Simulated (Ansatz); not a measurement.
## W: single-point calculation

W (Fm-3m, 8 atoms in the cell), computed with DFT r2SCAN, scalar-relativistic, plane waves, PAW, no spin polarisation (Ansatz 0.2.0).

The structure derives from an entry of the Crystallography Open Database. It belongs to a series of runs on one base structure; here: the relaxed cell repeated 8 times. Figures and captions count atoms from 1; the log counts them from 0 in places.

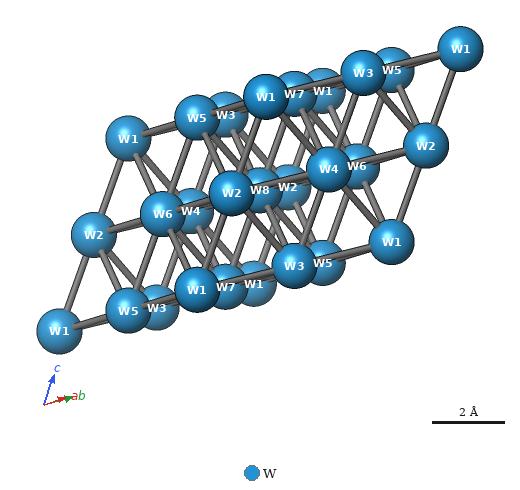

Figure 1. The structure as given in the input (ball-and-stick view of the cell of the calculation, seen at an oblique angle; atoms are numbered from 1 in the order of the input). An atom can appear more than once, as a periodic image. Near neighbours in the periodic cell (some may lie outside the picture): W has 12 W at 2.87 Å.

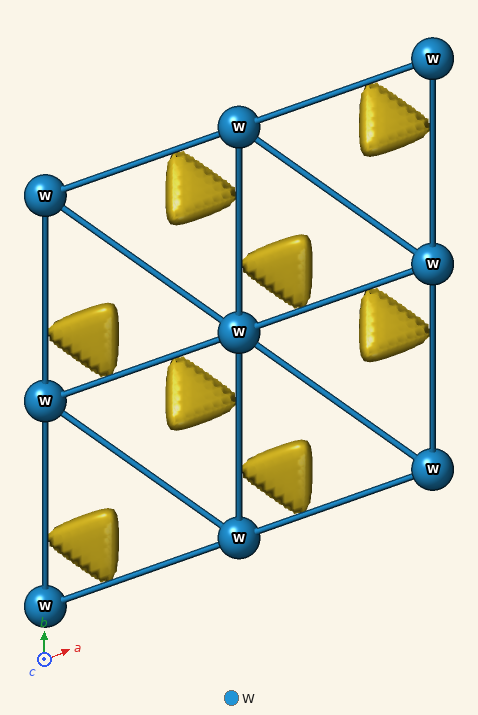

Figure 2. Isosurface of the ELF at 0.5 (yellow), seen along the c axis. Only the valence region is drawn (cores and ρ < 0.01 e/Å³ removed). Sticks mark near contacts. The outline is the calculation cell. Values along the shortest contacts: Core electrons are frozen (PAW), so the fields are smoothed inside the atomic spheres.

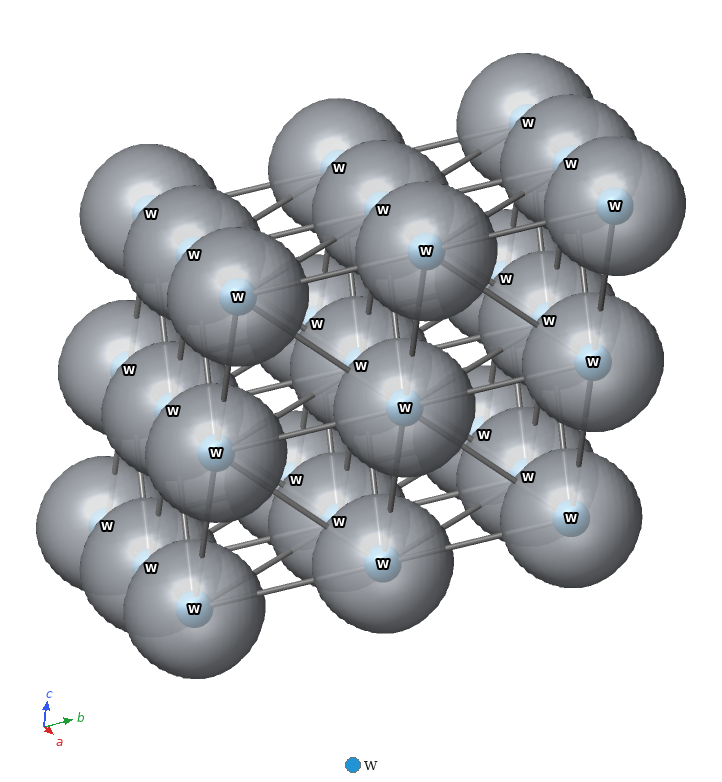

Figure 3. Isosurface of the valence pseudo-density at 0.8 e/Å³ (grey), seen slightly off an axis. Sticks mark near contacts. The outline is the calculation cell. At this value the density breaks into separate islands; it holds about 65 % of the electrons treated as valence (semicore included). It is pinched off along the W–W (2.87 Å) contacts. On the grid the lowest density along these lines, outside the cores, is 0.34 e/Å³ (W–W, 2.87 Å).

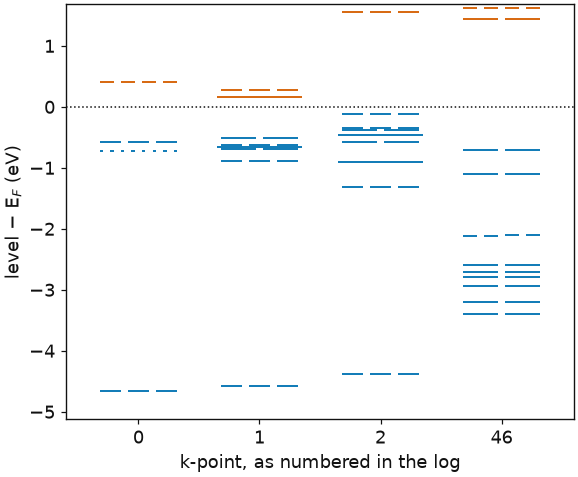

Figure 4. Kohn–Sham levels near the Fermi level (dotted) at the few k-points that the log prints; levels within 0.02 eV of each other stand side by side. The system is metallic on the full mesh.

These pictures come from the run below.

Input
```yaml
crystal:
  lattice:
    - [0.0, 4.06, 4.06]
    - [4.06, 0.0, 4.06]
    - [4.06, 4.06, 0.0]
  atoms:
    - { symbol: W, position: [0.0, 0.0, 0.0] }
    - { symbol: W, position: [0.0, 0.0, 0.5] }
    - { symbol: W, position: [0.0, 0.5, 0.0] }
    - { symbol: W, position: [0.0, 0.5, 0.5] }
    - { symbol: W, position: [0.5, 0.0, 0.0] }
    - { symbol: W, position: [0.5, 0.0, 0.5] }
    - { symbol: W, position: [0.5, 0.5, 0.0] }
    - { symbol: W, position: [0.5, 0.5, 0.5] }
basis:
  ecutwfc: 500
kpoints:
  mp_grid: { grid: [10, 10, 10] }
hamiltonian:
  xc: r2scan
scf:
  occupations: { method: gaussian, width: 0.15 }
output:
  forces: true
  stress: true
  eigenvalues: true
  write_density: true
  write_potential: true
  elf: true
  volumetric_format: npy
```

Command:
```bash
ansatz run input.yaml --threads 2 --pin off --max-ram 5120MiB --backend cpu --events-out ev --progress --plain --runs-dir out
```

The program's output
```
Engine: ansatz 0.2.0, x86_64-unknown-linux-gnu
Pseudopotentials: kind: paw
Pseudopotential: W, paw, valence charge 14, recommended cutoff 500 eV (meta_gga), W.paw.azcp
Functional definition: r2SCAN
  parameter k0 = 0.174
  parameter k1 = 0.065
  parameter a1 = 4.9479
  exchange = r2scan_x(k0 = k0, k1 = k1, a1 = a1)
  correlation = r2scan_c
Crystal: 8 atoms, lattice volume = 133.847 Å³
Basis set: ecut = 500 eV, 3479 PW (Γ), exchange–correlation on 180×180×180 points (64 copies of the dense FFT grid, shifted against one another)
Bands: 68, of which v1, the nominal top of the filled ones, is band 56 counted from 1 (55 counted from 0)
Symmetry: 384 space group operations
Space group: Fm-3m (ITA 225), of the structure as read, at distance tolerance 5.1e-5 Å
k-points: 47 of 1000
Non-local potential: W, projectors of the file, l = 0: 3, l = 1: 2, l = 2: 2, l = 3: 1
PAW form: soft (Blöchl's): semilocal exchange-correlation on the pseudo side does not see the compensation charge
PAW frozen core: W, regenerated for the run's functional (the file was generated under x = pbe(κ = 0.804, μ = 0.2195149727645171), c = pbe(β = 0.06672455060314922))
PAW one-centre angular grid: W, 590 points (default); XC on 160 Gauss nodes
Initial density: superposition of atomic densities (neutral atoms: chi_scale 0, normalization atom), corrected by the library's trained network
Initial wavefunctions: pseudopotential atomic-orbital guess
Functional: x = r2scan, c = r2scan; τ floored in thin density (d = 2e-4 eV/Å³)
SCF iter   1: F=—  HF=-83173.758073 eV  |F-HF|=—  |Δ(HF+E_count)|=         —  Δρ=5.93e-3  dr2=2.21e-2  dr2_τ=3.19e-1  ethr=1.77e-3  ⟨swp⟩=4.6  Hψ=11815  notcnv=0
preconditioner: auto → Kerker (q_TF=auto, 2.648 Å⁻¹)  [metal: Δε(μ)=0.016 eV  Ē_g=4.718 eV  σ=0.150 eV  W_gap=0.06  n_scr=50 (ndim 8)  ℏωp=22.2 eV  f_vac=0.000  D(μ)=10.92/eV (n_scr^D=136)]
SCF iter   2: F=—  HF=-83173.842721 eV  |F-HF|=—  |Δ(HF+E_count)|=   8.46e-2  Δρ=3.66e-3  dr2=6.99e-3  dr2_τ=9.63e-4  ethr=1.97e-5  ⟨swp⟩=2.8  Hψ=6491  notcnv=0
SCF iter   3: F=—  HF=-83173.845752 eV  |F-HF|=—  |Δ(HF+E_count)|=   3.03e-3  Δρ=3.66e-4  dr2=7.77e-5  dr2_τ=2.19e-5  ethr=6.24e-6  ⟨swp⟩=2.2  Hψ=4561  notcnv=0
SCF iter   4: F=—  HF=-83173.845944 eV  |F-HF|=—  |Δ(HF+E_count)|=   1.92e-4  Δρ=1.29e-4  dr2=1.37e-5  dr2_τ=1.40e-6  ethr=6.94e-8  ⟨swp⟩=2.8  Hψ=5500  notcnv=0
SCF iter   5: F=—  HF=-83173.845954 eV  |F-HF|=—  |Δ(HF+E_count)|=   1.01e-5  Δρ=2.81e-5  dr2=6.37e-7  dr2_τ=1.92e-7  ethr=1.23e-8  ⟨swp⟩=2.0  Hψ=4243  notcnv=0
SCF iter   6: F=-83173.845954 eV  HF=-83173.845954 eV  |F-HF|=1.37e-8  |Δ(HF+E_count)|=   8.47e-8  Δρ=4.38e-6  dr2=2.86e-8  dr2_τ=2.21e-8  ethr=8.93e-11  ⟨swp⟩=13.4  Hψ=20994  notcnv=0
SCF 1 converged in 6 iterations: F = -83173.845954 eV  dr2 = 2.86e-8
  greatest PAW one-centre occupation: 0.999 electrons in one spin orbital (limit 2), on the W atom at site 7 (counted from 0), in its partial waves of l = 0
SCF converged after 6 iterations
Free energy (F): -83173.845954 eV
Harris-Foulkes:  -83173.845954 eV  (|F-HF|=1.37e-8)
Internal energy: -83173.724133 eV  (E = F + TS)
E sigma→0 (E₀):  -83173.785044 eV
Entropy (-TS):   -0.121821 eV (-15.228 meV/atom)
Fermi energy:    20.676882 eV
--- Per-component energies (eV) ---
  E_band       = -903.979703
  E_kinetic    = 3589.492344
  E_local      = -5104.078195  (includes V_loc(G=0)·N_el)
  E_nonlocal   = 10.131354
  E_hartree    = 1813.334475
  E_xc         = -1985.039955
  E_vxc        = -2069.374061  (∫ρ·V_xc dr)
  E_paw        = -68744.095581  (= ΣΔE_a)
  E_vpaw       = -1064.024776  (= ΣTr[D̂ρ^β])
  E_aug_tail   = -0.000322  (compensation charges beyond the density's cutoff)
  E_vtau       = 107.193520  (kinetic-family band-sum trace: ∫τ·v_τ [+ j·A + Jᵃ·Aᵃ] dr)
  E_ewald      = -12748.764663
  E_core_change = -4.703590  (= ΣΔE_core)
  E_smearing   = -0.121821  (= −TS)
  E_closure    = -0.000000  (closes the sum)
  Σ components = -83173.845954   (vs F -83173.845954, Δ=0.00e0)
--- Forces (eV/Å), atoms counted from 1 ---
  atom   1  W      0.00000000     0.00000000     0.00000000
  atom   2  W      0.00000000     0.00000000    -0.00000000
  atom   3  W      0.00000000    -0.00000000     0.00000000
  atom   4  W      0.00000000     0.00000000     0.00000000
  atom   5  W     -0.00000000     0.00000000     0.00000000
  atom   6  W      0.00000000    -0.00000000    -0.00000000
  atom   7  W      0.00000000    -0.00000000     0.00000000
  atom   8  W      0.00000000    -0.00000000    -0.00000000
  max |Σ_I F_I| component: 1.48e-28 eV/Å
--- Stress (GPa, compression-positive) ---
       -8.836837       0.000000      -0.000000
        0.000000      -8.836837      -0.000000
       -0.000000      -0.000000      -8.836837
  P = ⅓ Tr σ = -8.8368 GPa (-88.368 kbar)
--- Band table (eV; the first three rows and the last of 47) ---
  k-point 0: bands = ["-54.8976", "-54.7892", "-54.7892", "-54.7892", "-54.7892", "-54.7537", "-54.7537", "-54.7537", "-19.0511", "-19.0511", "-19.0511", "-19.0511", "-18.9798", "-18.9798", "-18.9798", "-18.3174", "-18.3174", "-18.3174", "-18.3174", "-18.3174", "-18.3174", "-18.0585", "-18.0585", "-18.0585", "-18.0585", "-18.0585", "-18.0585", "-18.0585", "-18.0585", "-17.9056", "-17.9056", "-17.9056", "11.3048", "14.8940", "14.8940", "14.8940", "14.8940", "15.0998", "15.0998", "15.0998", "16.0192", "16.0192", "16.0192", "19.9536", "19.9536", "19.9536", "19.9536", "19.9536", "19.9536", "19.9536", "19.9536", "20.1043", "20.1043", "20.1043", "21.0865", "21.0865", "21.0865", "21.0865", "23.3984", "23.3984", "23.6063", "23.6063", "23.6063", "25.7971", "25.7971", "25.7971", "25.7971", "25.7971"]
  k-point 1: bands = ["-54.8950", "-54.7919", "-54.7884", "-54.7884", "-54.7884", "-54.7546", "-54.7546", "-54.7546", "-19.0391", "-19.0391", "-19.0391", "-19.0247", "-18.9663", "-18.9663", "-18.9663", "-18.3277", "-18.3277", "-18.3277", "-18.3112", "-18.3112", "-18.3112", "-18.0765", "-18.0765", "-18.0765", "-18.0649", "-18.0649", "-18.0649", "-18.0548", "-18.0548", "-17.9355", "-17.9094", "-17.9094", "11.4177", "14.8783", "14.9926", "14.9926", "14.9926", "15.1759", "15.1759", "15.1759", "16.0901", "16.0901", "16.0901", "19.7874", "19.7874", "19.7874", "19.9920", "19.9920", "20.0140", "20.0482", "20.0482", "20.0482", "20.1574", "20.1574", "20.8295", "20.9452", "20.9452", "20.9452", "23.1717", "23.1717", "23.1717", "23.3498", "23.3498", "25.6299", "25.6299", "25.6315", "25.6315", "25.6315"]
  k-point 2: bands = ["-54.8873", "-54.7997", "-54.7858", "-54.7858", "-54.7858", "-54.7571", "-54.7571", "-54.7571", "-19.0052", "-19.0052", "-19.0052", "-18.9479", "-18.9297", "-18.9297", "-18.9297", "-18.3551", "-18.3551", "-18.3551", "-18.2931", "-18.2931", "-18.2931", "-18.1280", "-18.1280", "-18.1280", "-18.0837", "-18.0837", "-18.0837", "-18.0441", "-18.0441", "-18.0219", "-17.9204", "-17.9204", "11.7471", "14.8062", "15.2729", "15.2729", "15.2729", "15.3916", "15.3916", "15.3916", "16.3021", "16.3021", "16.3021", "19.3594", "19.3594", "19.3594", "19.7734", "20.1021", "20.1021", "20.2151", "20.3011", "20.3011", "20.3296", "20.3296", "20.3296", "20.5580", "20.5580", "20.5580", "22.2243", "22.2243", "22.2243", "23.2321", "23.2321", "24.9566", "24.9566", "24.9566", "25.1822", "25.1822"]
  k-point 46: bands = ["-54.8189", "-54.8189", "-54.8108", "-54.8108", "-54.7683", "-54.7683", "-54.7603", "-54.7603", "-18.7429", "-18.7429", "-18.7133", "-18.7133", "-18.6293", "-18.6293", "-18.6061", "-18.6061", "-18.5594", "-18.5594", "-18.5476", "-18.5476", "-18.2403", "-18.2403", "-18.2291", "-18.2291", "-18.1676", "-18.1676", "-18.1673", "-18.1673", "-18.0678", "-18.0678", "-18.0439", "-18.0439", "14.7784", "14.7784", "15.2578", "15.2578", "17.2759", "17.2759", "17.4756", "17.4756", "17.7409", "17.7409", "17.8798", "17.8798", "17.9644", "17.9644", "18.0872", "18.0872", "18.5620", "18.5620", "18.5798", "18.5798", "19.5730", "19.5730", "19.9732", "19.9732", "22.1181", "22.1181", "22.2910", "22.2910", "22.2971", "22.2971", "22.3726", "22.3726", "22.3916", "22.3916", "22.4040", "22.4040"]
```

Results in brief

```json
{"quantity": "outcome", "value": "converged"}
{"quantity": "space group (tolerance 0.01 Å)", "value": "Fm-3m (225)"}
{"quantity": "electrons treated", "value": "112"}
{"quantity": "free energy", "value": "−83173.8460 eV"}
{"quantity": "Fermi energy", "value": "20.677 eV"}
{"quantity": "gap on the k-point mesh", "value": "none (metallic)"}
{"quantity": "pressure", "value": "−8.84 GPa"}
{"quantity": "largest force (length of the vector)", "value": "under 0.001 eV/Å"}
{"quantity": "hardware", "value": "2 threads of AMD EPYC (Zen 3), 16 GiB of memory available, shared host"}
{"quantity": "wall time", "value": "29 s (CPU time 55 s)"}
{"quantity": "peak memory", "value": "1 GiB"}
```

Notes

Spin–orbit coupling is left out, which matters for W. The cell is under a tension of 8.8 GPa at this level, so it is not at its equilibrium volume.
